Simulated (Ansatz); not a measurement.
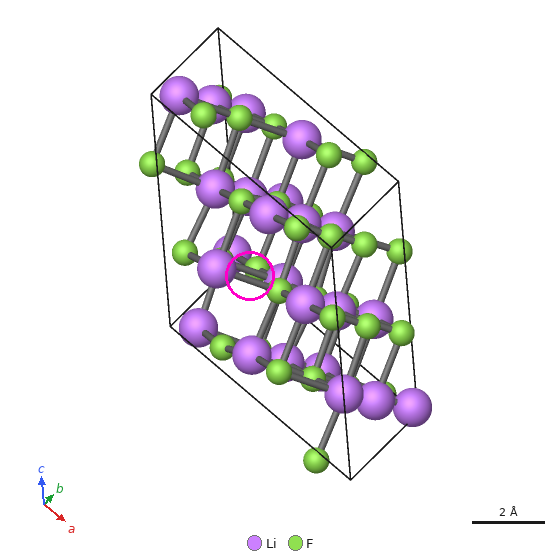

Ball-and-stick model, viewed slightly off an axis. The supercell is outlined; an atom on or near a face, edge or corner is repeated at each equivalent position. The host is LiF, in a cell of 40 sites, and the cell carries a charge of -1. A ring marks the defect's site.

### Where does the cell differ from the host, and how?

A lithium vacancy. Around the empty site lie six F at about 2.1 to 2.2 Å.

Theory: Ansatz, DFT PBE, scalar-relativistic, plane waves, PAW. Numerical settings: a kinetic-energy cutoff of 420 eV, a 2×2×2 sampling of the Brillouin zone, Gaussian smearing of 0.01 eV, collinear spins.

### Is there a net spin in the supercell?

No net moment.

The atoms were relaxed in the host's cell with DFT PBE, scalar-relativistic, plane waves, PAW (Ansatz).
